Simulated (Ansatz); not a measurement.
**AlN (P6_3mc): the PBE gap against the wavefunction cutoff**

Aim: see how gap, energy and time of AlN (P6_3mc) follow the wavefunction cutoff.

Program: Ansatz 0.2.0. Level of theory: DFT, PBE, plane waves, PAW. Results are calculated unless marked as measured.

The database entry behind the starting cell differs from later determinations by our own check (inner coordinate u about 0.002 short), so it need not match the best structure at ambient conditions.

## (1) Set-up

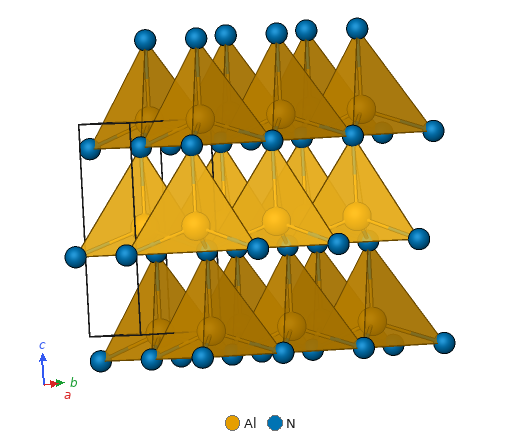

The cell as given, slightly off an axis (aluminium orange, nitrogen blue). 2×3×1 cells are drawn. Some periodic images of atoms are drawn too.

The cell and positions come from the Crystallography Open Database and are kept as given unless a step says otherwise. The default PAW set here is soft_1. Its files were made with PBE.

## (2) Wavefunction cutoff: 190 eV

File input.yaml:

```yaml
crystal:
  lattice:
    - [3.113, 0.0, 0.0]
    - [-1.5565, 2.695937082, 0.0]
    - [0.0, 0.0, 4.981]
  atoms:
    - { symbol: Al, position: [0.3333333333, 0.6666666667, 0.0] }
    - { symbol: Al, position: [0.6666666667, 0.3333333333, 0.5] }
    - { symbol: "N", position: [0.3333333333, 0.6666666667, 0.38] }
    - { symbol: "N", position: [0.6666666667, 0.3333333333, 0.88] }
kpoints:
  mp_grid: { grid: [12, 12, 6] }
  band_path:
    path:
      - [0.0, 0.0, 0.0]
      - [0.5, 0.0, 0.0]
      - [0.33333333, 0.33333333, 0.0]
      - [0.0, 0.0, 0.5]
      - [0.5, 0.0, 0.5]
      - [0.33333333, 0.33333333, 0.5]
    npoints: 1
hamiltonian:
  xc: pbe
  pseudopotentials: { kind: paw, azcp: { folder: "./paw" } }
scf:
  occupations: { method: fermi_dirac, width: 0.02 }
  n_extra_bands: 5
  max_iter: 80
output:
  eigenvalues: true
  write_density: true
  write_potential: true
  elf: true
  volumetric_format: npy
basis:
  ecutwfc: 190.0
```

The run is started by

```console
ansatz run input.yaml --threads 3 --pin off --max-ram 92160MiB --backend cuda --events-out ev --progress --plain --runs-dir out --devices 1 --max-vram 13GiB
```

Numbers of over 12 decimals in the logs are rounded to 6 here.

The log of the run:

```text
Warning: basis.ecutwfc = 190 eV is below the records' recommended 420 eV, and the density's cutoff is lower with it unless basis.ecutrho_ratio is high enough to keep the records' density cutoff: compare with a run at a higher cutoff
Warning: basis.ecutrho_ratio 4 (ecutrho = 760 eV, dense FFT grid 15×15×24): the grid does not resolve the core-correction charge of N (measure 0.14 e/Å^2.5); warned from 0.08. The energy and each atom's force then go with where the atoms sit on the grid: [figures from the program's tests cut] If this deck is also warned that a cutoff or its ratio is below what is recommended, mend that before anything below. First try basis.xc_grid, which is 1 on this run (the dense grid itself), where it is not refused (2, then 3). Above 1 the core-correction charge is laid on the exchange–correlation grid, and this warning is never given, whether or not the level is enough: [rest of the remark cut]
scf.n_extra_bands = 5 over 8 filled bands (N_el = 16.0): the run solves 13 bands
GPUs: using 1 of 1 available (devices: 1).
Engine: ansatz 0.2.0, x86_64-unknown-linux-gnu
Pseudopotentials: kind: paw
Pseudopotential: Al, paw, valence charge 3, recommended cutoff 420 eV (normal), <dir>
Pseudopotential: N, paw, valence charge 5, recommended cutoff 420 eV (normal), <dir>
Functional definition: PBE
  parameter kappa = 0.804
  parameter beta = 0.066725
  exchange = pbe_x(kappa = kappa, mu = beta*pi^2/3)
  correlation = pbe_c(beta = beta)
device memory: the entry about to start is reckoned to put 1.4 GiB on a device that reports 71.0 GiB free (of which the cap on the GPU budget leaves the run 13.0 GiB)
GPU FFT provider: cuFFT
GPU libraries: cuBLAS 13.8.2, cuFFT 12.4.0, cuSOLVER 12.3.4
Crystal: 4 atoms, lattice volume = 41.803 Å³
Basis set: ecut = 190 eV, 251 PW (Γ)
Bands: 13, of which v1, the nominal top of the filled ones, is band 8 counted from 1 (7 counted from 0)
Symmetry: 12 space group operations
Space group: P63mc (ITA 186), of the structure as read, at distance tolerance 3.5e-5 Å
k-points: 76 of 864 (time reversal used)
Non-local potential: Al, projectors of the file, l = 0: 2, l = 1: 2, l = 2: 1
Non-local potential: N, projectors of the file, l = 0: 2, l = 1: 2, l = 2: 1
PAW form: soft (Blöchl's): semilocal exchange-correlation on the pseudo side does not see the compensation charge
PAW one-centre angular grid: Al, 110 points (default); XC on 64 Gauss nodes
PAW one-centre angular grid: N, 110 points (default); XC on 64 Gauss nodes
Initial density: superposition of atomic densities (chi_scale 0.1, normalization cell, long waves kept (reshape's long-wave potential 0.00 eV rms))
Initial wavefunctions: pseudopotential atomic-orbital guess
GPU buffer pool allocated for 5400 grid points (all kernels)
GPU transforms: local potential and band sums: pruned to the plane-wave sphere, on 15×15×24
Functional: x = pbe(κ = 0.804, μ = 0.219515), c = pbe(β = 0.066725)
SCF iter   1: F=—  HF=-1842.341264 eV  |F-HF|=—  |Δ(HF+E_count)|=         —  Δρ=1.10e-1  dr2=5.12e0  ethr=3.10e-3  ⟨swp⟩=4.8  Hψ=5624  notcnv=0
preconditioner: auto → none  [insulator: Δε(μ)=4.549 eV  Ē_g=14.758 eV  σ=0.020 eV  W_gap=1.00  n_scr=2 (ndim 8)  ℏωp=23.0 eV  f_vac=0.000  D(μ)=0.00/eV (n_scr^D=0)  ε∞_Penn≈3.4]
SCF iter   2: F=—  HF=-1841.094646 eV  |F-HF|=—  |Δ(HF+E_count)|=    1.25e0  Δρ=4.84e-2  dr2=7.76e-1  ethr=3.10e-3  ⟨swp⟩=2.2  Hψ=2402  notcnv=0  defer=76
SCF iter   3: F=—  HF=-1840.858234 eV  |F-HF|=—  |Δ(HF+E_count)|=   2.36e-1  Δρ=4.91e-3  dr2=5.07e-3  ethr=3.10e-3  ⟨swp⟩=2.4  Hψ=1663  notcnv=0  defer=76
SCF iter   4: F=—  HF=-1840.856739 eV  |F-HF|=—  |Δ(HF+E_count)|=   1.50e-3  Δρ=1.35e-4  dr2=4.46e-6  ethr=3.17e-5  ⟨swp⟩=2.0  Hψ=1872  notcnv=0  defer=76
SCF iter   5: F=—  HF=-1840.856790 eV  |F-HF|=—  |Δ(HF+E_count)|=   5.15e-5  Δρ=2.22e-5  dr2=1.72e-7  ethr=2.79e-8  ⟨swp⟩=2.0  Hψ=1504  notcnv=0  defer=76
SCF iter   6: F=-1840.856790 eV  HF=-1840.856790 eV  |F-HF|=6.86e-10  |Δ(HF+E_count)|=   4.60e-8  Δρ=3.16e-6  dr2=3.12e-9  ethr=6.25e-10  ⟨swp⟩=6.3  Hψ=4269  notcnv=0
SCF 1 converged in 6 iterations: F = -1840.856790 eV  dr2 = 3.12e-9
[...]
device memory: the entry about to start is reckoned to put 0.6 GiB on a device that reports 69.6 GiB free (of which the cap on the GPU budget leaves the run 13.0 GiB)
NSCF: frozen V_eff on 6 k-points
SCF converged after 6 iterations
Free energy (F): -1840.856790 eV
Harris-Foulkes:  -1840.856790 eV  (|F-HF|=6.86e-10)
Internal energy: -1840.856790 eV  (E = F + TS)
E sigma→0 (E₀):  -1840.856790 eV
Fermi energy:    9.091460 eV
--- Per-component energies (eV) ---
  E_band       = 30.172156
  E_kinetic    = 321.581400
  E_local      = -404.231460  (includes V_loc(G=0)·N_el)
  E_nonlocal   = 77.591061
  E_hartree    = 148.765399
  E_xc         = -203.054906
  E_vxc        = -220.338077  (∫ρ·V_xc dr)
  E_paw        = -1189.870639  (= ΣΔE_a)
  E_vpaw       = -41.987022  (= ΣTr[D̂ρ^β])
  E_aug_tail   = 0.025625  (compensation charges beyond the density's cutoff)
  E_ewald      = -591.663270
  E_smearing   = -0.000000  (= −TS)
  E_closure    = -0.000000  (closes the sum)
  Σ components = -1840.856790   (vs F -1840.856790, Δ=0.00e0)
--- Band table (eV; the first three rows and the last of 76) ---
  k-point 0: bands = [... 4 lower, 6.5956, 7.1553, 7.1553, 7.2230, 10.8964, 13.6413, 18.0838, 18.5508, ... 1 higher]
  k-point 1: bands = [... 4 lower, 6.6398, 6.6398, 7.1175, 7.1175, 11.4661, 13.7155, 17.8939, 18.5049, ... 1 higher]
  k-point 2: bands = [... 4 lower, 6.5660, 6.5660, 6.8226, 6.8226, 12.6164, 13.8112, 17.7272, 18.4953, ... 1 higher]
  k-point 75: bands = [... 4 lower, 3.5962, 3.5962, 6.6172, 6.6172, 14.7539, 14.7539, 15.0062, 15.0062, ... 1 higher]
```

Elapsed: 7.5 s, on 1 × NVIDIA H100 80GB HBM3 (shared by 6 runs) with 3 threads of AMD EPYC 7R13 (Zen 3), shared host; peak memory 0.87 GiB.

This step gave:

```yaml
gap: 3.649 eV
valence_top_at: k = (0.000, 0.083, 0.000)
conduction_bottom_at: Γ
least_direct_gap: 3.673 eV
```

The gap is indirect, with the least direct gap 0.02 eV higher.

## (3) Wavefunction cutoff: 290 eV

Changes to input.yaml since step 2:

```diff
@@ -25,3 +25,3 @@
 scf:
-  occupations: { method: fermi_dirac, width: 0.02 }
+  occupations: { method: fixed }
   n_extra_bands: 5
@@ -30,7 +30,3 @@
   eigenvalues: true
-  write_density: true
-  write_potential: true
-  elf: true
-  volumetric_format: npy
 basis:
-  ecutwfc: 190.0
+  ecutwfc: 290.0
```

The log of the run:

```text
[...]
GPUs: using 1 of 1 available (devices: 1).
[...]
GPU FFT provider: cuFFT
GPU libraries: cuBLAS 13.8.2, cuFFT 12.4.0, cuSOLVER 12.3.4
Crystal: 4 atoms, lattice volume = 41.803 Å³
Basis set: ecut = 290 eV, 463 PW (Γ)
Bands: 13, of which v1, the nominal top of the filled ones, is band 8 counted from 1 (7 counted from 0)
[... 1 set-up line as in the run before ...]
[...]
--- Band table (eV; the first three rows and the last of 76) ---
  k-point 0: bands = [... 4 lower, 6.3072, 6.9431, 6.9431, 7.1468, 11.2878, 13.7678, 17.7784, 18.3073, ... 1 higher]
  k-point 1: bands = [... 4 lower, 6.3256, 6.5314, 6.8862, 6.8862, 11.7885, 13.8329, 17.5716, 18.2655, ... 1 higher]
  k-point 2: bands = [... 4 lower, 6.4395, 6.4395, 6.7586, 6.7586, 12.7474, 13.8898, 17.3006, 18.3130, ... 1 higher]
  k-point 75: bands = [... 4 lower, 3.3117, 3.3117, 6.3476, 6.3476, 14.5693, 14.5693, 14.9834, 14.9834, ... 1 higher]
[key lines of the parts left out:]
SCF converged after 7 iterations
Free energy (F): -1847.963834 eV
Fermi energy:    7.146785 eV
```

Wall time 11 s (1 × NVIDIA H100 80GB HBM3 (shared by 6 runs) with 3 threads); peak memory 0.85 GiB; 2.9 s of CPU time.

This step gave:

| Property | Result |
| --- | --- |
| gap | 4.141 eV |
| valence top at | Γ |
| conduction bottom at | Γ |
| least direct gap | 4.141 eV |

The gap is 4.141 eV, +0.492 eV from the run before at this level.

## (4) Wavefunction cutoff: 420 eV (the default)

input.yaml, the sections that differ from step 3:

```yaml
kpoints:
  mp_grid: { grid: [12, 12, 6] }
  band_path:
    path:
      - [[0.0, 0.0, 0.0], [0.5, 0.0, 0.0], [0.33333333, 0.33333333, 0.0], [0.0, 0.0, 0.0], [0.0, 0.0, 0.5], [0.5, 0.0, 0.5], [0.33333333, 0.33333333, 0.5], [0.0, 0.0, 0.5]]
      - [[0.5, 0.0, 0.5], [0.5, 0.0, 0.0]]
      - [[0.33333333, 0.33333333, 0.5], [0.33333333, 0.33333333, 0.0]]
    npoints: 10
scf:
  occupations: { method: fermi_dirac, width: 0.02 }
  n_extra_bands: 5
output:
  eigenvalues: true
  write_density: true
  write_potential: true
  elf: true
  volumetric_format: npy
# crystal, hamiltonian: as in step 3
# basis: removed
```

The log of the run:

```text
[...]
GPUs: using 1 of 1 available (devices: 1).
[...]
GPU FFT provider: cuFFT
GPU libraries: cuBLAS 13.8.2, cuFFT 12.4.0, cuSOLVER 12.3.4
Crystal: 4 atoms, lattice volume = 41.803 Å³
Basis set: ecut = 420 eV, 809 PW (Γ)
Bands: 13, of which v1, the nominal top of the filled ones, is band 8 counted from 1 (7 counted from 0)
[... 1 set-up line as in the run before ...]
[...]
--- Band table (eV; the first three rows and the last of 76) ---
  k-point 0: bands = [... 4 lower, 6.2838, 6.9322, 6.9322, 7.1117, 11.3254, 13.7809, 17.7266, 18.2820, ... 1 higher]
  k-point 1: bands = [... 4 lower, 6.3250, 6.5133, 6.8862, 6.8862, 11.8171, 13.8474, 17.5535, 18.2490, ... 1 higher]
  k-point 2: bands = [... 4 lower, 6.4388, 6.4388, 6.7628, 6.7628, 12.7683, 13.9055, 17.2818, 18.2961, ... 1 higher]
  k-point 75: bands = [... 4 lower, 3.2955, 3.2955, 6.3350, 6.3350, 14.5440, 14.5440, 14.9797, 14.9797, ... 1 higher]
[key lines of the parts left out:]
SCF converged after 6 iterations
Free energy (F): -1848.509524 eV
Fermi energy:    9.225243 eV
```

Elapsed: 6.9 s, on 1 × NVIDIA H100 80GB HBM3 (shared by 6 runs) with 3 threads; peak memory 0.91 GiB.

Numbers from this step:

```yaml
gap: 4.214 eV
valence_top_at: Γ
conduction_bottom_at: Γ
least_direct_gap: 4.214 eV
```

The gap is 4.214 eV, +0.073 eV from the run before at this level.

## (5) Wavefunction cutoff: 630 eV

input.yaml, the sections that differ from step 4:

```yaml
kpoints:
  mp_grid: { grid: [12, 12, 6] }
  band_path:
    path:
      - [0.0, 0.0, 0.0]
      - [0.5, 0.0, 0.0]
      - [0.33333333, 0.33333333, 0.0]
      - [0.0, 0.0, 0.5]
      - [0.5, 0.0, 0.5]
      - [0.33333333, 0.33333333, 0.5]
    npoints: 1
scf:
  occupations: { method: fixed }
  n_extra_bands: 5
  max_iter: 80
basis:
  ecutwfc: 630.0
# crystal, hamiltonian, output: as in step 4
```

The log of the run:

```text
[...]
GPUs: using 1 of 1 available (devices: 1).
[...]
GPU FFT provider: cuFFT
GPU libraries: cuBLAS 13.8.2, cuFFT 12.4.0, cuSOLVER 12.3.4
Crystal: 4 atoms, lattice volume = 41.803 Å³
Basis set: ecut = 630 eV, 1485 PW (Γ)
Bands: 13, of which v1, the nominal top of the filled ones, is band 8 counted from 1 (7 counted from 0)
[... 1 set-up line as in the run before ...]
[...]
--- Band table (eV; the first three rows and the last of 76) ---
  k-point 0: bands = [... 4 lower, 6.2837, 6.9320, 6.9320, 7.1116, 11.3257, 13.7808, 17.7267, 18.2814, ... 1 higher]
  k-point 1: bands = [... 4 lower, 6.3248, 6.5133, 6.8862, 6.8862, 11.8173, 13.8474, 17.5535, 18.2484, ... 1 higher]
  k-point 2: bands = [... 4 lower, 6.4387, 6.4387, 6.7628, 6.7628, 12.7686, 13.9055, 17.2818, 18.2958, ... 1 higher]
  k-point 75: bands = [... 4 lower, 3.2954, 3.2954, 6.3351, 6.3351, 14.5440, 14.5440, 14.9794, 14.9794, ... 1 higher]
[key lines of the parts left out:]
SCF converged after 7 iterations
Free energy (F): -1848.515014 eV
Fermi energy:    7.111583 eV
```

The job ended after 18 s (1 × NVIDIA H100 80GB HBM3 (shared by 6 runs) with 3 threads; peak memory 0.88 GiB; 4.1 s of CPU time).

This step gave:

| Item | Value |
| --- | --- |
| gap | 4.214 eV |
| valence top at | Γ |
| conduction bottom at | Γ |
| least direct gap | 4.214 eV |

The gap is 4.214 eV, as in the run before at this level.

## (6) The series

Differences are against the last row; a negative gap means that bands overlap, and a run with a band path holds that path's time. Times are wall times on 1 × NVIDIA H100 80GB HBM3 (shared by 6 runs) with 3 threads of AMD EPYC 7R13 (Zen 3), shared host, good to a factor of about two.

```
wavefunction cutoff  gap (eV)  direct gap (eV)  gap error (eV)  energy error (meV/atom)  irreducible k   time
             190 eV     3.649            3.673          −0.565                  +1914.6             76  7.5 s
             290 eV     4.141            4.141          −0.073                   +137.8             76   11 s
             420 eV     4.214            4.214         −0.0004                     +1.4             76  6.9 s
             630 eV     4.214            4.214          +0.000                     +0.0             76   18 s
```

## (7) Summary of results

```
190 eV : 3.649 eV
290 eV : 4.141 eV
420 eV : 4.214 eV
630 eV : 4.214 eV
```

What this shows: The gap holds to 0.02 eV from 420 eV on. At 190 eV the gap is off by −0.565 eV and the energy by +1915 meV/atom.

[Paths, hosts, dates, memory and timing lines, banners, echoed tables and standing remarks are left out of the program output.]

[Logs are printed without paths, hosts, clocks, repeated set-up lines and the standing remarks that a program may print on its own settings, such as how far it seeks lower states.]

[Runs of the session that timed out or met a known fault of the program may be left out.]

[Cells called generated may have been cut or substituted from an entry of the Crystallography Open Database or the Materials Project.]

[Hosts, paths, dates, database ids (printed as entryN), source tags and the programs' standing remarks are cut or masked in the printed files.]
